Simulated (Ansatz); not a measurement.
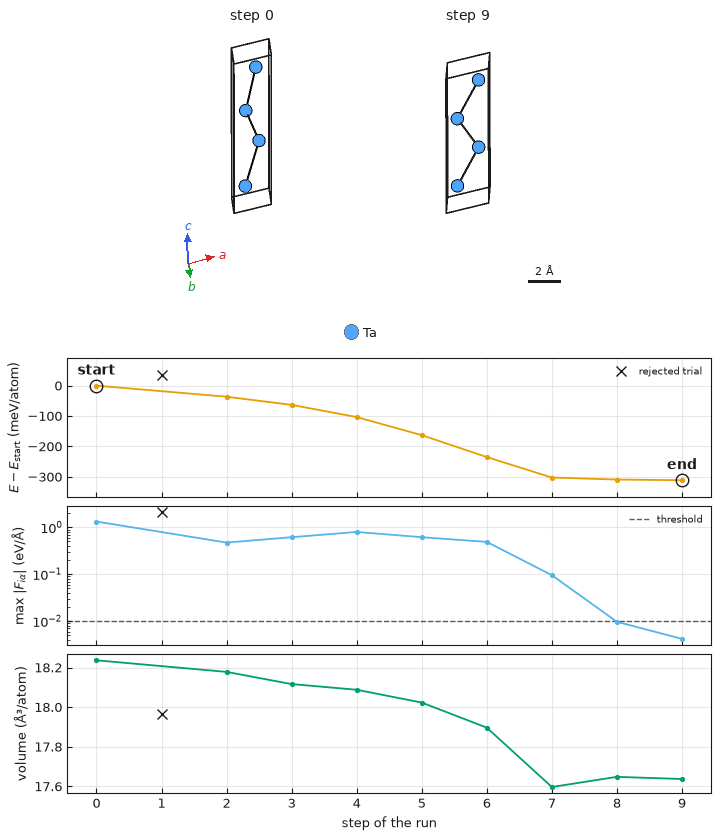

First and last geometry of a relaxation of solid Ta (set up in P1), with the history of the run. A ball-and-stick model of the cell of the calculation, seen from a free direction.

Case: all atoms moved at random, sigma 0.1 Å for each component, cell strained at random, sigma 0.01; relaxed back.

Theory: Ansatz 0.2.0, DFT PBEsol, scalar-relativistic, plane waves, PAW. Settings: plane-wave cutoff 420 eV; k-point mesh 12 × 12 × 4; occupations gaussian; smearing width 0.15 eV; no spin polarisation; cell and atoms relaxed; force threshold 0.01 eV/Å; at most 80 steps.

What do the curves and the structures tell?

Answer. The run was cut off at its time limit before the program reported convergence, but its last step already meets the force threshold: the largest component is 0.0042 eV/Å against 0.01 eV/Å. The pressure is within 0.05 GPa of its target. A Ta atom moves most relative to the cell: 0.44 Å roughly along [2 3 0]. The volume changes by −3.3 %, with a 2.883 → 3.278 Å (+13.7 %), b unchanged at 2.836 Å, c 10.315 → 9.300 Å (−9.8 %), α 90.4° → 90.0°, β 89.6° → 90.0°, γ 120.1° → 125.3°. Some distances before and after: Ta–Ta 4.236 → 3.281 Å, Ta–Ta 4.102 → 3.280 Å, Ta–Ta 4.080 → 3.279 Å, Ta–Ta 2.883 → 3.278 Å. New bonds form: Ta–Ta (4.08 → 3.28 Å). Within 0.06 Å the space group is P1 at the start and Im-3m at the end; at a tighter tolerance small leftover displacements or strains of the cell lower it. The energy falls by 311 meV per atom in 8 accepted moves (9 points after the start). The largest force component goes from 1.3 to 0.0042 eV/Å. The pressure goes from −0.67 to −0.05 GPa. The line search rejected the trial step at point 1 of the run. Cost: 12 min on 1 thread of Arm Neoverse V2 (shared host), peak memory 0.73 GiB.
